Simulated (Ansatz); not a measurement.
System: Al, space group Fm-3m (No. 225).

Structure:
```xyz
1
Lattice="0.0000 2.0240 2.0240 2.0240 0.0000 2.0240 2.0240 2.0240 0.0000" Properties=species:S:1:pos:R:3 pbc="T T T"
Al    0.0000    0.0000    0.0000
```

Method: biaxial strain in the xy plane and strain along z of a crystal, fractional coordinates fixed, by plane-wave density functional theory with PAW datasets, free energies less that of the undisturbed cell (Ansatz 0.2.0). Level: LDA, no spin polarisation.

- wave cutoff: 420 eV
- k mesh: 20×20×20
- occupations: Gaussian
- smearing width: 0.15 eV
- k shift: (0, 0, 0) (mesh steps)
- start: as given

What does the calculation give for the map of the energy change over strain zz and strain xx = yy? The grid: strain zz −0.05, −0.025, 0, 0.025, 0.05 ; strain xx = yy −0.05, −0.025, 0, 0.025, 0.05.

At the origin a neighbouring grid point lies 8 meV/atom lower, so the given structure isn't at the minimum of this landscape. The energy change is least, −8 meV/atom, at strain zz of 0 and strain xx = yy of −0.025, and largest, 121 meV/atom, at strain zz of 0.05 and strain xx = yy of 0.05. Near the origin the softest direction lies along strain zz, turned by about 24° so that strain xx = yy takes the opposite sign; the curvature across the valley is 11.5 times that along it.

Energy change (meV/atom); rows strain xx = yy, columns strain zz:
|  | −0.05 | −0.025 | 0 | 0.025 | 0.05 |
| --- | --- | --- | --- | --- | --- |
| −0.05 | 41 | 20 | 9 | 7 | 13 |
| −0.025 | 4 | −6 | −8 | −3 | 8 |
| 0 | −6 | −7 | 0 | 12 | 30 |
| 0.025 | 7 | 13 | 27 | 46 | 69 |
| 0.05 | 35 | 50 | 69 | 93 | 121 |

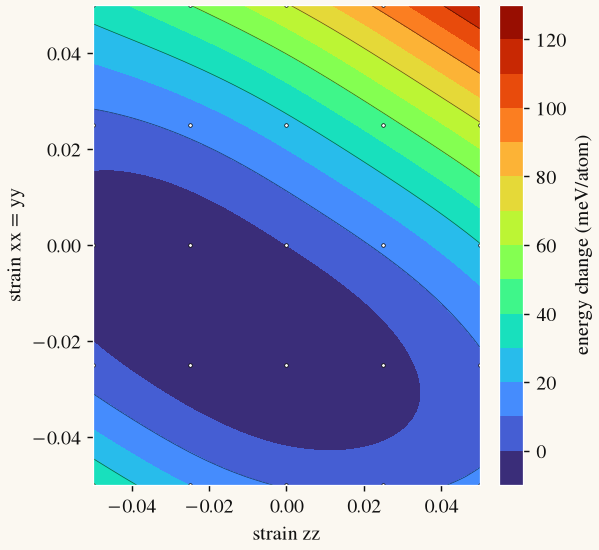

Caveats: reference crystal is not relaxed.
